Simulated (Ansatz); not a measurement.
System: C$_{8}$N (slab).

Input file:

```
crystal:
  lattice:
    - [2.4655379958, 0.0, 0.0]
    - [-1.2327689979, 2.1341461202, 0.0]
    - [0.0, 0.0, 29.1985170553]
  atoms:
    - { symbol: C, position: [0.0833101793, 0.1666203587, 0.2911106747] }
    - { symbol: C, position: [0.4166898206, 0.8333796413, 0.2911106747] }
    - { symbol: C, position: [0.5833101794, 0.1666203587, 0.4075389574] }
    - { symbol: C, position: [0.9166898206, 0.8333796413, 0.4075389574] }
    - { symbol: C, position: [0.0833101793, 0.1666203587, 0.5239644132] }
    - { symbol: C, position: [0.4166898206, 0.8333796413, 0.5239644132] }
    - { symbol: C, position: [0.5833101794, 0.1666203587, 0.640392696] }
    - { symbol: C, position: [0.9166898206, 0.8333796413, 0.640392696] }
    - { symbol: "N", position: [0.5833101794, 0.1666203587, 0.6910802017] }
basis:
  ecutwfc: 420
kpoints:
  mp_grid: { grid: [12, 12, 1] }
hamiltonian:
  xc: pbe
  dispersion: d3bj
scf:
  occupations: { method: gaussian, width: 0.1 }
output:
  forces: true
  eigenvalues: true
  write_density: true
  write_potential: true
  elf: true
  volumetric_format: npy
relax:
  adjacent_minimum: "off"
  f_tol: 0.03
  max_steps: 70
  constraints: [{ sites: [0, 1, 2, 3] }]
efield:
  axis: 3
  dipole_correction: true
  ramp_width: 0.04
```

Run with:

```sh
ansatz run input.yaml --threads 2 --pin off --max-ram 5120MiB --backend cpu --events-out ev --progress --plain --runs-dir out
```

The fields are those of the run's last geometry, not of the input's.

Computed without spin polarisation.

Method: DFT PBE+D3(BJ), scalar-relativistic, plane waves, PAW in Ansatz 0.2.0.

What will maps of the valence pseudo-density and electron localisation function show?

Answer. C–N (1.45 Å): the density is about 1.9 e/Å³ at the midpoint; the ELF peaks at about 0.90 between the atoms.

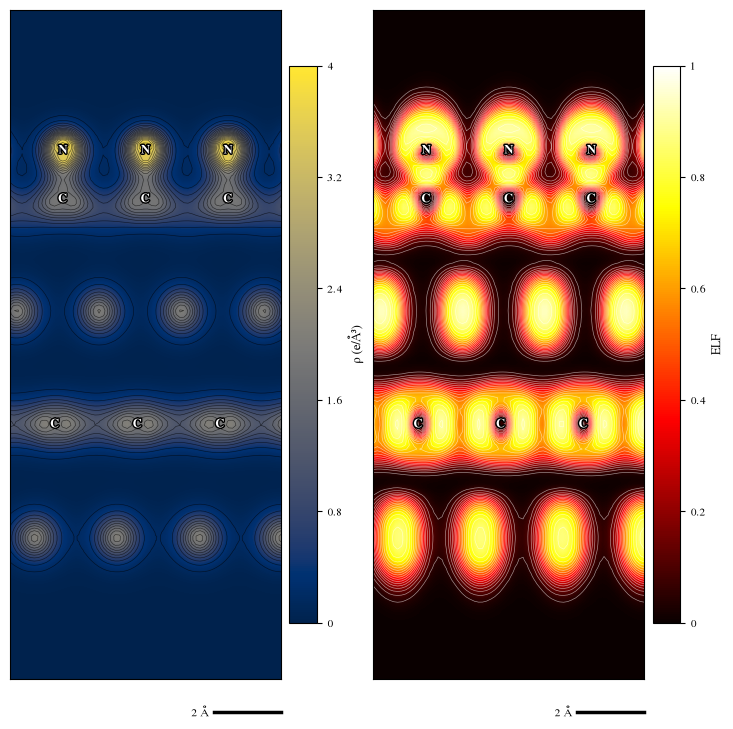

Computed valence pseudo-density and electron localisation function on the (11̄0) plane of the calculation cell, a cut from vacuum to vacuum, in this order. Atoms just off the plane (C, 0.5 Å away) can leave unmarked features too.

The density is the valence pseudo-density of a PAW calculation; it isn't the true density close to the nuclei.
